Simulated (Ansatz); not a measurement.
Consider AlNi3.

The calculation's input:

```
crystal:
  lattice:
    - [0.2042094196, 2.8585779592, 2.8585779592]
    - [2.8585779592, 0.2042094196, 2.8585779592]
    - [2.8585779592, 2.8585779592, 0.2042094196]
  atoms:
    - { symbol: Al, position: [0.5, 0.5, 0.5] }
    - { symbol: Ni, position: [0.25, 0.25, 0.25] }
    - { symbol: Ni, position: [0.0, 0.0, 0.0] }
    - { symbol: Ni, position: [0.75, 0.75, 0.75] }
basis:
  ecutwfc: 520.0
kpoints:
  mp_grid: { grid: [14, 14, 14] }
hamiltonian:
  xc: pbesol
  pseudopotentials: { kind: paw, azcp: { folder: soft_1 } }
scf:
  occupations: { method: gaussian, width: 0.15 }
output:
  forces: true
  stress: true
  eigenvalues: true
  write_density: true
  write_potential: true
  elf: true
  volumetric_format: npy
```

Launched as:

```sh
ansatz run input.yaml --threads 4 --pin off --max-ram 8192MiB --backend cpu --events-out ev --progress --plain --runs-dir out
```

Below, planes, directions and counts refer to the conventional cell (a = 3.75 Å, b = 3.75 Å, c = 10.26 Å, α = 90.00°, β = 90.00°, γ = 120.00°).

Space group R-3m; a structure from a database of computed crystals, not necessarily the ambient phase; computed pressure about 14 GPa in this cell; computed without spin polarisation; PAW files of the earlier set (soft_1).

All numbers below come from Ansatz 0.2.0, DFT PBEsol, scalar-relativistic, plane waves, PAW.

> What can the converged valence pseudo-density and electron localisation function tell about the bonding?

Al–Ni (2.56 Å): ρ at the midpoint is about 0.27 e/Å³; the ELF is about 0.35 at the midpoint.
Ni–Ni (2.56 Å): the density is about 0.3 e/Å³ at the midpoint; the ELF is about 0.25 at the midpoint: no localised pair shows between them.

> Does the calculation make it a metal, or give it a gap?

It is gapless in this calculation (a metal or semimetal).

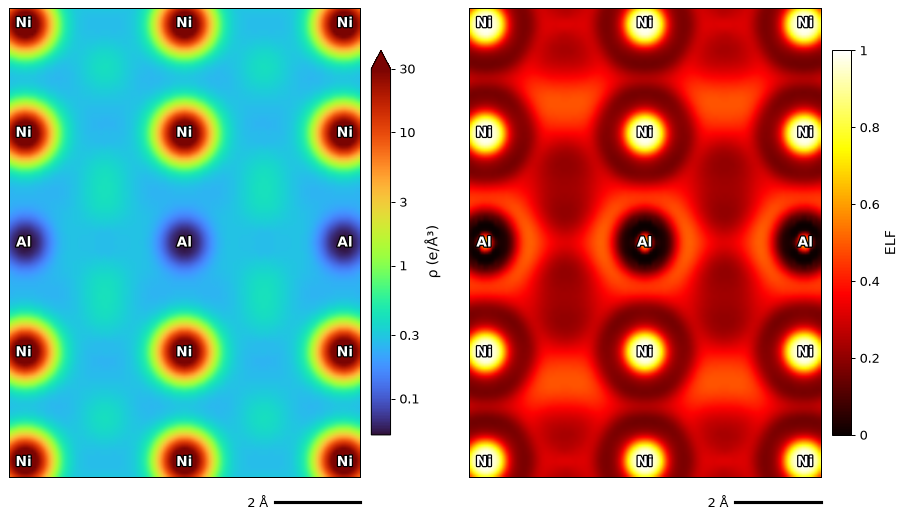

Computed valence pseudo-density and electron localisation function on the (100) plane of the conventional cell, in this order. 

The density is the valence pseudo-density of a PAW calculation; it isn't the true density close to the nuclei.
